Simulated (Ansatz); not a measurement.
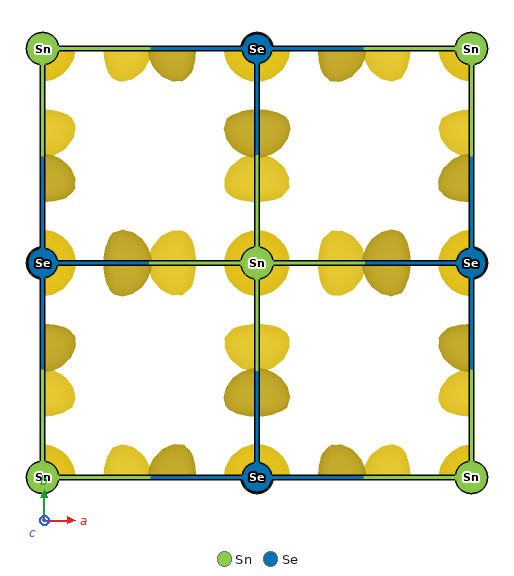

SnSe. Bonding charge density, ρ(crystal) − Σ ρ(neutral atoms): yellow surfaces at +0.03, none at −0.03 e/Å³, in the conventional cell seen along the c axis (the regions close to the nuclei are left out). Cores are masked to 0.9 Å (Sn) and 0.8 Å (Se).

Space group Fm-3m.

Theory: Ansatz 0.2.0, DFT PBE, scalar-relativistic, plane waves, PAW.

Core electrons are frozen (PAW), so the fields are smoothed inside the atomic spheres.

**Describe the bonding charge.**

Se–Sn (3.01 Å): Δρ is +0.03 e/Å³ at the midpoint.
- Over the whole cell, outside the masked cores, the largest gain, 0.04 e/Å³, lies 1.3 Å from a selenium nucleus and 1.8 Å from a tin one, and the largest loss, 0.03 e/Å³, lies 1.2 Å from a tin nucleus.
- The rearranged charge, half the integral of |Δρ|, is about 0.16 e an atom.
- Bader charges: Sn +0.86 and Se −0.86 e.

**Does the calculation give a gap?**

It is gapped, with a Kohn–Sham gap of 0.50 eV on the k-point mesh.

Cost of the run: 9 s on 1 thread of Arm Neoverse V2, on a shared host, peak memory 0.34 GiB.
